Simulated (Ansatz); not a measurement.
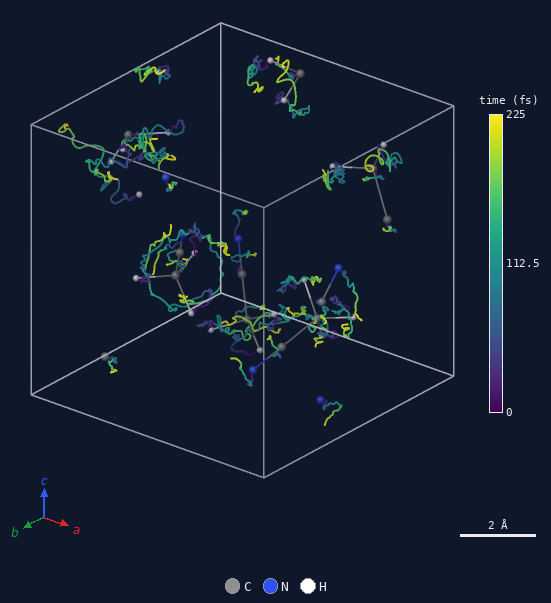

A Born-Oppenheimer molecular dynamics run of a periodic cell with 6 CH3CN at 0.784 g/cm³, 225 fs long. Lines trace each atom's path, coloured by time; spheres stand at the starting positions. Seen from a free direction in the simulation cell.

The calculation used DFT PBE-D3(BJ), scalar-relativistic, plane waves, PAW in Ansatz 0.2.0. Settings: plane-wave cutoff 420 eV; k-point mesh 1 × 1 × 1; Fermi-Dirac smearing 0.05 eV; Langevin thermostat (NVT); set temperature 700 K; time step 0.75 fs; friction 0.02 per fs.

Input file:
```yaml
crystal:
  lattice:
    - [8.051748, 0.0, 0.0]
    - [0.0, 8.051748, 0.0]
    - [0.0, 0.0, 8.051748]
  atoms:
    - { symbol: C, position: [0.71931988, 0.37534018, 0.26871108] }
    - { symbol: C, position: [0.59943341, 0.41495196, 0.14051208] }
    - { symbol: "N", position: [0.50308148, 0.44793155, 0.0380051] }
    - { symbol: H, position: [0.77617233, 0.2537366, 0.24394866] }
    - { symbol: H, position: [0.81678247, 0.47107387, 0.27220492] }
    - { symbol: H, position: [0.65715502, 0.36780859, 0.38997065] }
    - { symbol: C, position: [0.1486099, 0.67019064, 0.88334175] }
    - { symbol: C, position: [0.0542162, 0.67674375, 1.03633804] }
    - { symbol: "N", position: [-0.01748784, 0.67911665, 1.16165327] }
    - { symbol: H, position: [0.17783465, 0.79625482, 0.84073443] }
    - { symbol: H, position: [0.26601364, 0.60196922, 0.90284485] }
    - { symbol: H, position: [0.07562311, 0.60893772, 0.7851412] }
    - { symbol: C, position: [0.38698888, 0.05604896, -0.04815586] }
    - { symbol: C, position: [0.45435084, 0.02625583, 0.11648044] }
    - { symbol: "N", position: [0.50812037, 0.00335251, 0.24892955] }
    - { symbol: H, position: [0.42028028, 0.18235457, -0.08865144] }
    - { symbol: H, position: [0.43639463, -0.03502235, -0.13787168] }
    - { symbol: H, position: [0.25097609, 0.04675092, -0.04433958] }
    - { symbol: C, position: [0.9129169, 0.31814687, 0.86057386] }
    - { symbol: C, position: [0.97578812, 0.31975488, 0.6920308] }
    - { symbol: "N", position: [1.02553248, 0.32205491, 0.55654773] }
    - { symbol: H, position: [1.01411039, 0.34085105, 0.94921593] }
    - { symbol: H, position: [0.81796601, 0.41476004, 0.8761522] }
    - { symbol: H, position: [0.85871589, 0.19556073, 0.88620329] }
    - { symbol: C, position: [0.83077446, 0.88194748, 0.48946623] }
    - { symbol: C, position: [0.83240984, 0.90898624, 0.66690339] }
    - { symbol: "N", position: [0.83639252, 0.93365929, 0.8089938] }
    - { symbol: H, position: [0.93718104, 0.94429557, 0.43222555] }
    - { symbol: H, position: [0.83877514, 0.74932352, 0.46083801] }
    - { symbol: H, position: [0.71564219, 0.93020522, 0.43422623] }
    - { symbol: C, position: [0.31384352, 0.62457588, 0.39706975] }
    - { symbol: C, position: [0.39636691, 0.70279917, 0.53598266] }
    - { symbol: "N", position: [0.46181638, 0.7662766, 0.64785931] }
    - { symbol: H, position: [0.39071936, 0.63544827, 0.2844474] }
    - { symbol: H, position: [0.28939184, 0.49280669, 0.4232156] }
    - { symbol: H, position: [0.19402429, 0.68460107, 0.37237299] }
basis:
  ecutwfc: 420.0
kpoints:
  mp_grid: { grid: [1, 1, 1] }
hamiltonian:
  xc: pbe
  dispersion: d3bj
scf:
  occupations: { method: fermi_dirac, width: 0.05 }
  lower_state_search: "off"
md:
  timestep: 0.75
  n_steps: 300
  ensemble: nvt_langevin
  temperature: 700.0
  initial_velocities: maxwell_boltzmann
  seed: 590528
  friction: 0.02
```

Launched with:
```bash
ansatz run input.yaml --threads 1 --pin off --max-ram 3072MiB --backend cpu --events-out ev --progress --plain --runs-dir out
```

**What do the traces tell about the motion?**

Root-mean-square distances from the starting positions over the second half, with the common drift of all atoms taken out: H 1.34 Å, N 0.79 Å, C 0.48 Å. The heavy atoms stay within a fraction of a molecule's size of their starting places, while the hydrogen atoms travel further, as molecules turn; so short a run doesn't tell a liquid from a solid. The mean temperature in the second half is 625 K (standard deviation 54 K). The potential energy in the second half lies on average 71.5 meV per atom above the first frame.

Limits of the set-up: the periodic images lie only 8.1 Å apart, so the values are limited by the cell's size.

Cost: 15 min on 1 thread of Arm Neoverse V1 (shared host), peak memory 0.47 GiB.
